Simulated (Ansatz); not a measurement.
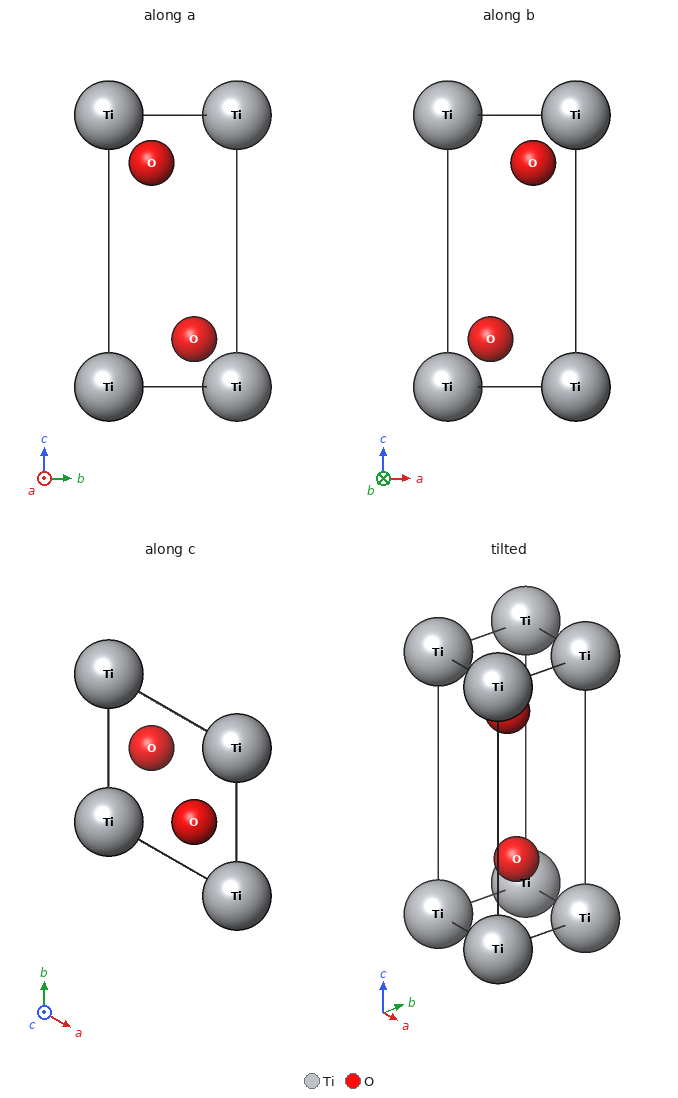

A spheres-only rendering, viewed along the a axis, along the b axis, along the c axis and slightly off an axis. Lines trace the edges of the conventional unit cell.

Lattice parameters: a = 2.9894 Å, b = 2.9894 Å, c = 5.4932 Å, α = 90.000°, β = 90.000°, γ = 120.000°.

Write the structure as a CIF with its space group and independent sites, with free fractional coordinates to two decimals.

Answer.
```cif
data_structure
_symmetry_space_group_name_H-M 'P -3 m 1'
_symmetry_Int_Tables_number 164
_cell_length_a 2.9894
_cell_length_b 2.9894
_cell_length_c 5.4932
_cell_angle_alpha 90.000
_cell_angle_beta 90.000
_cell_angle_gamma 120.000
_cell_volume 42.51
loop_
_atom_site_label
_atom_site_type_symbol
_atom_site_symmetry_multiplicity
_atom_site_Wyckoff_symbol
_atom_site_fract_x
_atom_site_fract_y
_atom_site_fract_z
_atom_site_occupancy
Ti1 Ti 1 a 0.00 0.00 0.00 1
O1 O 2 d 0.3333 0.6667 0.18 1
```

The initial geometry was a structure type filled with these elements by a generator (whether the compound takes this form wasn't checked). Earlier steps of the study may have refined or changed the cell and positions. It was run through Ansatz as a DFT input.
